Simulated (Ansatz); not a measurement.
# Ta in Ag(111), 2x2: scattering by a point defect

Wanted: the reflection from a plane of defects, Ta in Ag(111), 2x2, and the resistivity it implies.

Method: Ansatz plane-wave DFT, PBE, PAW files; ballistic transport by layer matching (Landauer), zero bias; PAW set soft_1, in Ansatz 0.2.0.

## (1) The starting structure

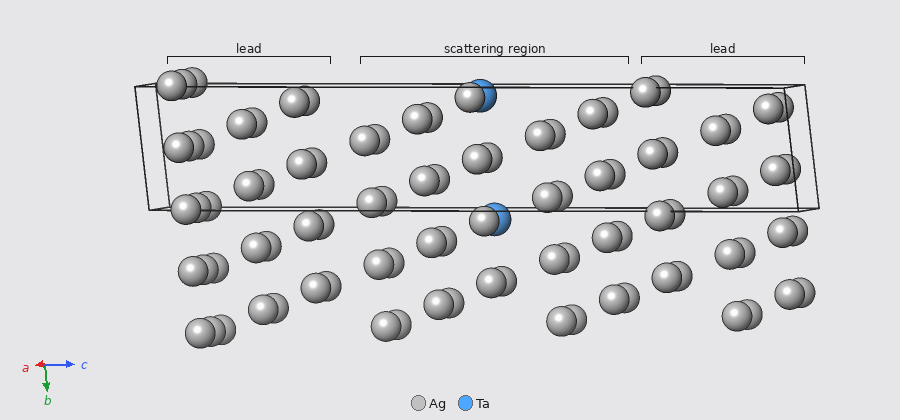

The cell as given, from the side, with the c axis across the page (silver light grey, tantalum blue). 1×2×1 cells are drawn. Some periodic images of atoms are drawn too.

The cell holds 44 atoms: 43 Ag and 1 Ta. Its edges and angles: a = 5.779 Å, b = 5.779 Å, c = 26.004 Å, α = 86.8°, β = 93.2°, γ = 120.0°. It derives from Ag. Regions: lead, 24 atoms (24 Ag); scattering region, 20 atoms (19 Ag and 1 Ta). The structure is stacked along c, and the current runs across the ab planes.

## (2) Transmission at ideal sites

The defect sits in one plane of the supercell, all atoms on ideal sites; the layers about the cell's end are the lead. The mesh across the current, 10×10, is finer than the density's, because channels open and close sharply across the zone. Energies from -0.1 to 0.1 eV in steps of 0.05 eV are too few for the program's thermal sum, so it prints no conductance; for a metal the transmission near the Fermi level serves, at a fraction of the cost.

File input.yaml:

```yaml
crystal:
  lattice:
    - [5.7787594586, 0.0, 0.0]
    - [-2.8893797293, 5.0045524935, 0.0]
    - [-1.4446898646, 0.8340920822, 25.9508553696]
  atoms:
    - { symbol: Ag, position: [0.0075757576, 0.9924242424, 0.0454545455] }
    - { symbol: Ag, position: [0.0075757576, 0.4924242424, 0.0454545455] }
    - { symbol: Ag, position: [0.5075757576, 0.9924242424, 0.0454545455] }
    - { symbol: Ag, position: [0.5075757576, 0.4924242424, 0.0454545455] }
    - { symbol: Ag, position: [0.1893939394, 0.3106060606, 0.1363636364] }
    - { symbol: Ag, position: [0.1893939394, 0.8106060606, 0.1363636364] }
    - { symbol: Ag, position: [0.6893939394, 0.3106060606, 0.1363636364] }
    - { symbol: Ag, position: [0.6893939394, 0.8106060606, 0.1363636364] }
    - { symbol: Ag, position: [0.3712121212, 0.1287878788, 0.2272727273] }
    - { symbol: Ag, position: [0.3712121212, 0.6287878788, 0.2272727273] }
    - { symbol: Ag, position: [0.8712121212, 0.1287878788, 0.2272727273] }
    - { symbol: Ag, position: [0.8712121212, 0.6287878788, 0.2272727273] }
    - { symbol: Ag, position: [0.053030303, 0.946969697, 0.3181818182] }
    - { symbol: Ag, position: [0.053030303, 0.446969697, 0.3181818182] }
    - { symbol: Ag, position: [0.553030303, 0.946969697, 0.3181818182] }
    - { symbol: Ag, position: [0.553030303, 0.446969697, 0.3181818182] }
    - { symbol: Ag, position: [0.2348484848, 0.2651515152, 0.4090909091] }
    - { symbol: Ag, position: [0.2348484848, 0.7651515152, 0.4090909091] }
    - { symbol: Ag, position: [0.7348484848, 0.2651515152, 0.4090909091] }
    - { symbol: Ag, position: [0.7348484848, 0.7651515152, 0.4090909091] }
    - { symbol: Ta, position: [0.4166666667, 0.0833333333, 0.5] }
    - { symbol: Ag, position: [0.4166666667, 0.5833333333, 0.5] }
    - { symbol: Ag, position: [0.9166666667, 0.0833333333, 0.5] }
    - { symbol: Ag, position: [0.9166666667, 0.5833333333, 0.5] }
    - { symbol: Ag, position: [0.0984848485, 0.9015151515, 0.5909090909] }
    - { symbol: Ag, position: [0.0984848485, 0.4015151515, 0.5909090909] }
    - { symbol: Ag, position: [0.5984848485, 0.9015151515, 0.5909090909] }
    - { symbol: Ag, position: [0.5984848485, 0.4015151515, 0.5909090909] }
    - { symbol: Ag, position: [0.2803030303, 0.2196969697, 0.6818181818] }
    - { symbol: Ag, position: [0.2803030303, 0.7196969697, 0.6818181818] }
    - { symbol: Ag, position: [0.7803030303, 0.2196969697, 0.6818181818] }
    - { symbol: Ag, position: [0.7803030303, 0.7196969697, 0.6818181818] }
    - { symbol: Ag, position: [0.4621212121, 0.0378787879, 0.7727272727] }
    - { symbol: Ag, position: [0.4621212121, 0.5378787879, 0.7727272727] }
    - { symbol: Ag, position: [0.9621212121, 0.0378787879, 0.7727272727] }
    - { symbol: Ag, position: [0.9621212121, 0.5378787879, 0.7727272727] }
    - { symbol: Ag, position: [0.1439393939, 0.8560606061, 0.8636363636] }
    - { symbol: Ag, position: [0.1439393939, 0.3560606061, 0.8636363636] }
    - { symbol: Ag, position: [0.6439393939, 0.8560606061, 0.8636363636] }
    - { symbol: Ag, position: [0.6439393939, 0.3560606061, 0.8636363636] }
    - { symbol: Ag, position: [0.3257575758, 0.1742424242, 0.9545454545] }
    - { symbol: Ag, position: [0.3257575758, 0.6742424242, 0.9545454545] }
    - { symbol: Ag, position: [0.8257575758, 0.1742424242, 0.9545454545] }
    - { symbol: Ag, position: [0.8257575758, 0.6742424242, 0.9545454545] }
kpoints:
  mp_grid: { grid: [4, 4, 1] }
hamiltonian:
  xc: pbe
  pseudopotentials: { kind: paw, azcp: { folder: soft_1 } }
scf:
  occupations: { method: fermi_dirac, width: 0.1 }
output:
  transmission: { leads: [[0, 4]], kmesh: [10, 10], e_range: [-0.1, 0.1], de: 0.05 }
  write_potential: true
  write_density: true
  volumetric_format: npy
  elf: true
```

Launch:

```
> ansatz run input.yaml --threads 4 --pin off --max-ram 15360MiB --backend cpu --events-out ev --progress --plain --runs-dir out
```

Numbers of over 12 decimals in the logs are rounded to 6 here.

What it wrote:

```text
Engine: ansatz 0.2.0, x86_64-unknown-linux-gnu
Pseudopotentials: kind: paw
Pseudopotential: Ag, paw, valence charge 19, recommended cutoff 420 eV (normal), soft_1/Ag.paw.azcp
Pseudopotential: Ta, paw, valence charge 13, recommended cutoff 420 eV (normal), soft_1/Ta.paw.azcp
Functional definition: PBE
  parameter kappa = 0.804
  parameter beta = 0.066725
  exchange = pbe_x(kappa = kappa, mu = beta*pi^2/3)
  correlation = pbe_c(beta = beta)
Crystal: 44 atoms, lattice volume = 750.501 Å³
Basis set: ecut = 420 eV, 14721 PW (Γ)
Bands: 498, of which v1, the nominal top of the filled ones, is band 415 counted from 1 (414 counted from 0)
Symmetry: 4 space group operations
Space group: C2/m (ITA 12), of the structure as read, at distance tolerance 9.1e-5 Å
k-points: 7 of 16
Non-local potential: Ag, projectors of the file, l = 0: 3, l = 1: 2, l = 2: 2, l = 3: 1
Non-local potential: Ta, projectors of the file, l = 0: 3, l = 1: 2, l = 2: 2, l = 3: 1
PAW form: soft (Blöchl's): semilocal exchange-correlation on the pseudo side does not see the compensation charge
PAW one-centre angular grid: Ag, 590 points (default); XC on 64 Gauss nodes
PAW one-centre angular grid: Ta, 590 points (default); XC on 64 Gauss nodes
Initial density: superposition of atomic densities (chi_scale 0.1, normalization cell, long waves 47 % of neutral atoms (reshape's long-wave potential 1.47 eV rms, cloud 3.15 Å wide))
Initial wavefunctions: pseudopotential atomic-orbital guess
Functional: x = pbe(κ = 0.804, μ = 0.219515), c = pbe(β = 0.066725)
SCF iter   1: F=—  HF=-336355.222693 eV  |F-HF|=—  |Δ(HF+E_count)|=         —  Δρ=9.98e-2  dr2=8.00e2  ethr=3.10e-3  ⟨swp⟩=4.0  Hψ=10420  notcnv=0  defer=83
preconditioner: auto → Kerker (q_TF=auto, 2.774 Å⁻¹)  [metal: Δε(μ)=0.014 eV  Ē_g=9.859 eV  σ=0.100 eV  W_gap=0.04  n_scr=292 (ndim 8)  ℏωp=29.6 eV  f_vac=0.000  D(μ)=13.81/eV (n_scr^D=80)]
SCF iter   2: F=—  HF=-336336.356059 eV  |F-HF|=—  |Δ(HF+E_count)|=    1.89e1  Δρ=5.02e-2  dr2=4.51e2  ethr=3.10e-3  ⟨swp⟩=2.3  Hψ=5699  notcnv=0  defer=417
SCF iter   3: F=—  HF=-336328.280782 eV  |F-HF|=—  |Δ(HF+E_count)|=    8.08e0  Δρ=1.97e-2  dr2=1.73e1  ethr=3.10e-3  ⟨swp⟩=2.3  Hψ=5514  notcnv=0  defer=409
SCF iter   4: F=—  HF=-336326.994866 eV  |F-HF|=—  |Δ(HF+E_count)|=    1.29e0  Δρ=6.68e-3  dr2=1.97e1  ethr=2.09e-3  ⟨swp⟩=1.7  Hψ=4035  notcnv=0  defer=409
SCF iter   5: F=—  HF=-336326.622433 eV  |F-HF|=—  |Δ(HF+E_count)|=   3.72e-1  Δρ=6.53e-3  dr2=7.90e0  ethr=2.09e-3  ⟨swp⟩=2.0  Hψ=3312  notcnv=0  defer=409
SCF iter   6: F=—  HF=-336326.587746 eV  |F-HF|=—  |Δ(HF+E_count)|=   3.47e-2  Δρ=5.27e-3  dr2=1.88e0  ethr=9.52e-4  ⟨swp⟩=1.1  Hψ=4013  notcnv=0  defer=407
SCF iter   7: F=—  HF=-336326.532491 eV  |F-HF|=—  |Δ(HF+E_count)|=   5.53e-2  Δρ=1.19e-3  dr2=6.99e-2  ethr=2.26e-4  ⟨swp⟩=1.4  Hψ=3082  notcnv=0  defer=407
SCF iter   8: F=—  HF=-336326.529517 eV  |F-HF|=—  |Δ(HF+E_count)|=   2.97e-3  Δρ=1.97e-4  dr2=5.91e-3  ethr=8.43e-6  ⟨swp⟩=2.0  Hψ=3586  notcnv=0  defer=407
SCF iter   9: F=—  HF=-336326.529475 eV  |F-HF|=—  |Δ(HF+E_count)|=   4.17e-5  Δρ=9.56e-5  dr2=3.03e-4  ethr=7.12e-7  ⟨swp⟩=1.0  Hψ=3079  notcnv=0  defer=407
SCF iter  10: F=—  HF=-336326.529325 eV  |F-HF|=—  |Δ(HF+E_count)|=   1.50e-4  Δρ=3.34e-5  dr2=6.49e-5  ethr=3.65e-8  ⟨swp⟩=2.3  Hψ=5072  notcnv=0  defer=407
SCF iter  11: F=—  HF=-336326.530086 eV  |F-HF|=—  |Δ(HF+E_count)|=   7.61e-4  Δρ=7.91e-6  dr2=1.28e-6  ethr=7.81e-9  ⟨swp⟩=1.4  Hψ=3277  notcnv=0  defer=407
SCF iter  12: F=—  HF=-336326.530086 eV  |F-HF|=—  |Δ(HF+E_count)|=   1.65e-7  Δρ=2.37e-6  dr2=1.72e-7  ethr=1.54e-10  ⟨swp⟩=2.0  Hψ=4216  notcnv=0  defer=407
SCF iter  13: F=-336326.530086 eV  HF=-336326.530086 eV  |F-HF|=1.12e-8  |Δ(HF+E_count)|=   2.34e-8  Δρ=6.37e-7  dr2=1.24e-8  ethr=1.20e-11  ⟨swp⟩=8.7  Hψ=13164  notcnv=0
SCF 1 converged in 13 iterations: F = -336326.530086 eV  dr2 = 1.24e-8
  greatest PAW one-centre occupation: 1.002 electrons in one spin orbital (limit 2), on the Ag atom at site 22 (counted from 0), in its partial waves of l = 0
transmission: 106 of 1054 steps passed
transmission: 218 of 1054 steps passed
[...]
transmission: 1054 of 1054 steps passed
SCF converged after 13 iterations
Free energy (F): -336326.530086 eV
Harris-Foulkes:  -336326.530086 eV  (|F-HF|=1.12e-8)
Internal energy: -336325.927609 eV  (E = F + TS)
E sigma→0 (E₀):  -336326.228848 eV
Entropy (-TS):   -0.602477 eV (-13.693 meV/atom)
Fermi energy:    17.313478 eV
--- Per-component energies (eV) ---
  E_band       = -10245.872290
  E_kinetic    = 20507.183188
  E_local      = -90819.544301  (includes V_loc(G=0)·N_el)
  E_nonlocal   = 1347.016129
  E_hartree    = 44606.657710
  E_xc         = -7168.508993
  E_vxc        = -8901.697833  (∫ρ·V_xc dr)
  E_paw        = -178376.987896  (= ΣΔE_a)
  E_vpaw       = -21592.160229  (= ΣTr[D̂ρ^β])
  E_aug_tail   = 0.016251  (compensation charges beyond the density's cutoff)
  E_ewald      = -126421.759697
  E_smearing   = -0.602477  (= −TS)
  E_closure    = -0.000000  (closes the sum)
  Σ components = -336326.530086   (vs F -336326.530086, Δ=0.00e0)
--- Band table (eV; the first three rows and the last of 7) ---
  k-point 0: bands = [... 411 lower, 17.5365, 17.5404, 17.7127, 17.7518, 17.8062, 17.9570, 18.0068, 18.0206, ... 79 higher]
  k-point 1: bands = [... 411 lower, 17.0015, 17.0570, 17.1771, 17.2381, 17.3525, 17.3967, 17.4662, 17.6189, ... 79 higher]
  k-point 2: bands = [... 411 lower, 16.8988, 17.0085, 17.0739, 17.1818, 17.2174, 17.2867, 17.2908, 17.4033, ... 79 higher]
  k-point 6: bands = [... 411 lower, 16.9070, 16.9353, 17.0795, 17.1308, 17.1769, 17.3603, 17.4846, 17.4898, ... 79 higher]
--- Transmission ---
  basis      : 253 plane waves across, 34 finite elements along
  points     : 31, standing for a mesh of 10 x 10
  energies   : 5 from -0.100000 to 0.100000 eV about the Fermi level, 0.050000 eV apart; the leads are filled to 0.000000 eV, and channels, transmission and decay are at 0.000000 eV
  crystal 0  : Ag4, at the sites [0, 4], period 2.3592 Å, over 23.59 Å; its Hamiltonian steps by up to 15.3 meV
    offset         : up to 0.0000 Å between an atom of the period and one for which it stands
    channels       : 3.210000e0 a spin
    conductance    : none, the energies end too early or step too widely for 300 K: set another output.transmission.e_range or a lower de, or, where they end at an eighth of basis.ecutwfc, a higher one
  junction   : crystal 0 to crystal 0, 0.70 to 24.29 Å
    transmission   : 1.123287e0 a spin
    conductance    : none, the energies end too early or step too widely for 300 K: set another output.transmission.e_range or a lower de, or, where they end at an eighth of basis.ecutwfc, a higher one
```

It took 3.7 min on 4 threads of Intel Xeon Platinum 8375C at 2.90GHz (Ice Lake), shared host; peak memory 6.3 GiB.

This step gave:

- free energy: -336326.5301 eV
- energy at zero smearing: -336326.2288 eV
- Fermi energy: 17.31 eV
- cell area: 28.92 Å²
- transmission per spin nearest the Fermi level: 1.123
- open channels per spin nearest the Fermi level: 3.21
- step of the lead's potential: 15.3 meV

Per spin. The transmission, zone mean by energy, zero at the Fermi level:

| energy (eV) | transmission, zone mean |
| --- | --- |
| -0.1000 | 1.24 |
| -0.0500 | 1.12 |
| 0.0000 | 1.12 |
| 0.0500 | 1.20 |
| 0.1000 | 1.22 |

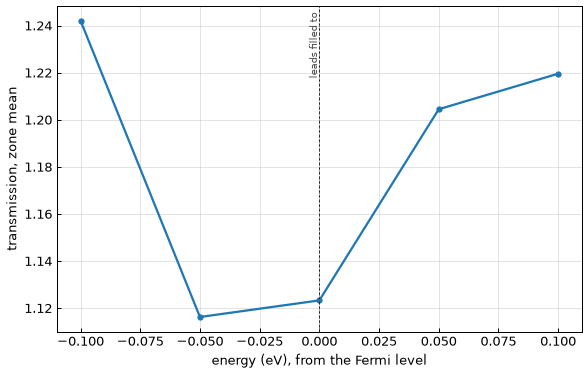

Transmission, zone mean, plotted against energy.

Per spin. The open channels, zone mean, lead stays at 3.21 for energy from -0.1 to 0.1 eV.

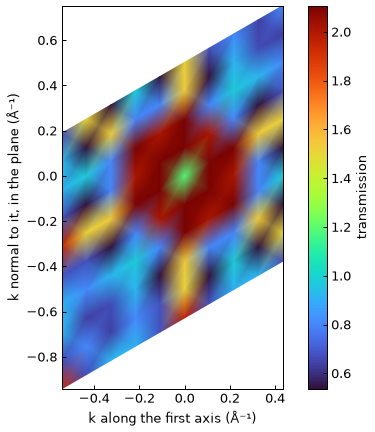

Transmission over k1 and k2. At 0.0000 eV from the Fermi level.

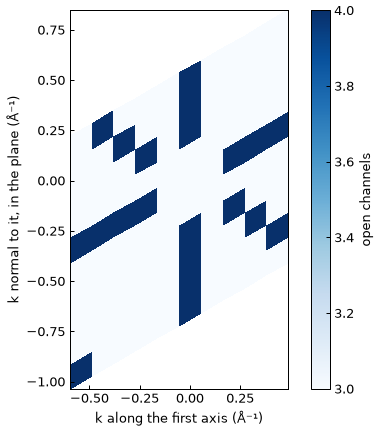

Open channels over k1 and k2. At 0.0000 eV from the Fermi level.

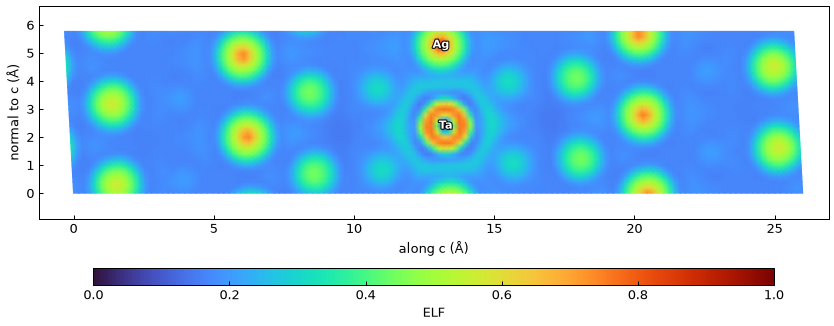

ELF in the ca plane at fractional y = 0.083, with atoms of Ta and Ag within 0.2 Å of it. It is the smooth field of the valence electrons, not physical close to the nuclei.

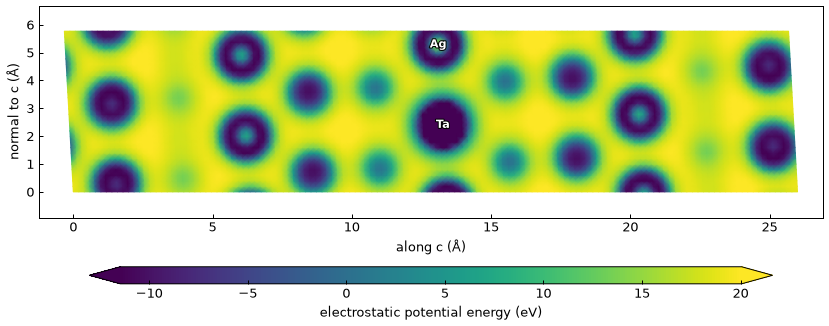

Electrostatic potential energy in the ca plane at fractional y = 0.083, with atoms of Ta and Ag within 0.2 Å of it. With pseudopotentials it is smooth inside the atoms' cores, unlike the true potential.

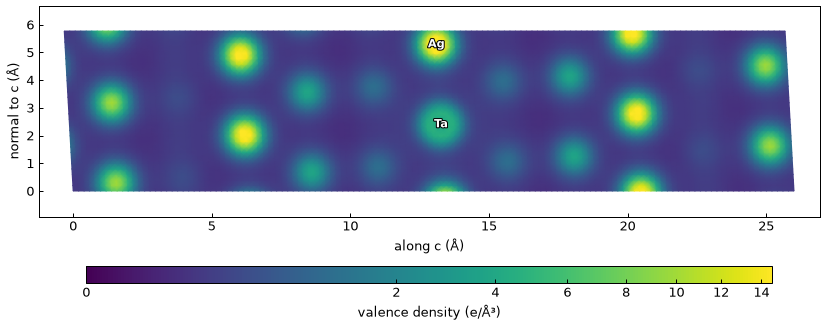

Valence density in the ca plane at fractional y = 0.083, with atoms of Ta and Ag within 0.2 Å of it. It is the smooth field of the valence electrons, not physical close to the nuclei. The colour scale is stretched toward low values.

Over the solved energies the transmission per spin lies between 1.12 and 1.24, out of 3.21 channels of the lead on average (up to 3.21).

## (3) Resistance at ideal sites

This step: Ansatz plane-wave DFT, PBE, PAW files; ballistic transport by layer matching (Landauer), zero bias; area resistance of the defect plane and resistivity an atomic per cent; PAW set soft_1 (Ansatz 0.2.0).

This step gave:

```
area resistance                                                                                 : 2.089 fΩ m²
T over the leads' mean channel count                                                            : 0.3576
resistivity per at.% scaled from this dense plane, with the factor 3/4 for isotropic scattering : 26.56 µΩ cm
```

Averaged over the energies near the Fermi level, 35.8 % of the channels pass, which makes 2.09 fΩ m².

By hand, with T and the leads' channels N averaged over the energies near the Fermi level: RA = A (h/2e²)(1/T − 1/N) = 28.92×10⁻²⁰ m² × 12 906 Ω × (1/1.148 − 1/3.210) = 2.09 fΩ m². Per atomic per cent: RA × A / V_atom × 0.01 × 3/4 = 26.6 µΩ cm, with the host's V_atom = 17.06 Å³.

## (4) The same junction, with changed settings

A repeat with a deliberate mistake in the input, to see how the program answers it.

This step: Ansatz plane-wave DFT, PBE, PAW files; ballistic transport by layer matching (Landauer), zero bias; changed: output.transmission.leads = [[0, 47]], scf.max_iter = 100 (Ansatz 0.2.0).

input.yaml, as its differences from that of step 2:

```diff
@@ -57,4 +57,5 @@
   occupations: { method: fermi_dirac, width: 0.1 }
+  max_iter: 100
 output:
-  transmission: { leads: [[0, 4]], kmesh: [10, 10], e_range: [-0.1, 0.1], de: 0.05 }
+  transmission: { leads: [[0, 47]], kmesh: [10, 10], e_range: [-0.1, 0.1], de: 0.05 }
   write_potential: true
@@ -62,2 +63 @@
   volumetric_format: npy
-  elf: true
```

What it wrote:

```text
Error: inconsistent input (output.transmission.leads, crystal): the lead [0, 47] names a site that the cell does not have: it has 44, counted from 0.
List the leads and leave barriers out. Name each by two sites of one ion a step apart, counted from 0. A search, which can't tell a lead from a barrier or a film with its gap, finds:
  [40, 3]  Ag4, period 2.3592 Å from a height of 24.29 Å
```

It took 0.06 s on 4 threads; peak memory 0.11 GiB.

The program refused the input before any cycle.

The program's message: “Error: inconsistent input (output.transmission.leads, crystal): the lead [0, 47] names a site that the cell does not have: it has 44, counted from 0.”

The change that led to it: output.transmission.leads = [[0, 47]].

## (5) Outcome

- share of channels that pass, rigid: 0.358
- area resistance, rigid: 2.09 fΩ m²
- resistivity per at.% from the area resistance, times 3/4, rigid: 26.6 µΩ cm

**Reading.** The plane of defects adds 2.1 fΩ m². Scaled to one atomic per cent that is 35 µΩ cm as it stands and 27 with the factor 3/4 for isotropic scattering on a spherical Fermi surface; with the reflection in place of the resistance taken as linear in the density it would be 9.5. These are rough estimates of the dilute value, not bounds. One Ta in each 2x2 cell reflects 64 % of the lead's channels. The defects form a dense periodic sheet that scatters coherently, unlike a dilute random alloy. T and N are means over the solved energies nearest the Fermi level. Spin-orbit coupling is left out, which matters for Ta.

[Logs are printed without paths, hosts, clocks, repeated set-up lines and the standing remarks that a program may print on its own settings, such as how far it seeks lower states.]

[Hosts, paths, dates, database ids (printed as entryN), source tags and the programs' standing remarks are cut or masked in the printed files.]
